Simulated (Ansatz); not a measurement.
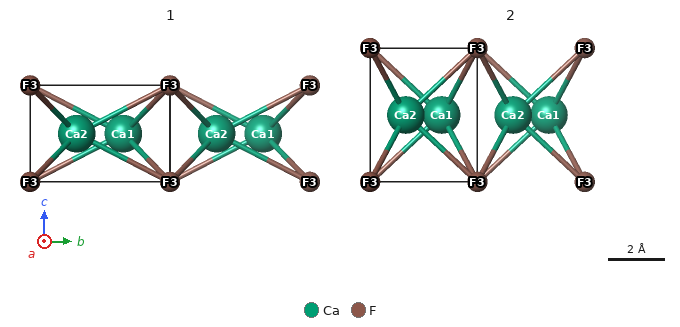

Two geometries of crystalline Ca2F (built on the AlB2 type), drawn at one scale. One is the start of a relaxation, the other its converged end. A ball-and-stick model of the cell of the calculation, repeated 1 × 2 × 1 with one cell outlined, seen along the a axis.

All numbers below come from DFT r2SCAN, scalar-relativistic, plane waves, PAW (Ansatz). Set-up: plane-wave cutoff 500 eV; k-point mesh 12 × 12 × 10; occupations gaussian; smearing width 0.1 eV; no spin polarisation; cell and atoms relaxed; force threshold 0.01 eV/Å; at most 80 steps.

Which one is relaxed?

Structure 1 is the relaxed one. Case: AlB2 type (P6/mmm, No. 191). After 11 accepted moves (13 points after the start) the energy has fallen by 932 meV per atom. All forces vanish by symmetry, so only the cell relaxes. The pressure goes from 2.91 to 0.00 GPa. The SCF was repeated twice at an unchanged geometry on a basis and grid sized afresh for the cell, which shifted the energy by 30.5 meV per atom at most. No atom moves by more than 0.005 Å relative to the cell. The drawn cell changes as follows: a = b 4.471 → 5.828 Å (+30.3 %), c 4.828 → 3.480 Å (−27.9 %); the volume changes by +22.5 %. Some distances before and after: Ca1–Ca1 4.828 → 3.480 Å, Ca1–Ca2 2.581 → 3.365 Å, Ca1–F3 3.534 → 3.788 Å. The space group stays P6/mmm (No. 191). Cost: 6.5 min on 1 thread of Arm Neoverse V1 (shared host), peak memory 0.75 GiB.

Limits of the set-up: layers or molecules are held without a dispersion correction, so their spacing is unreliable.
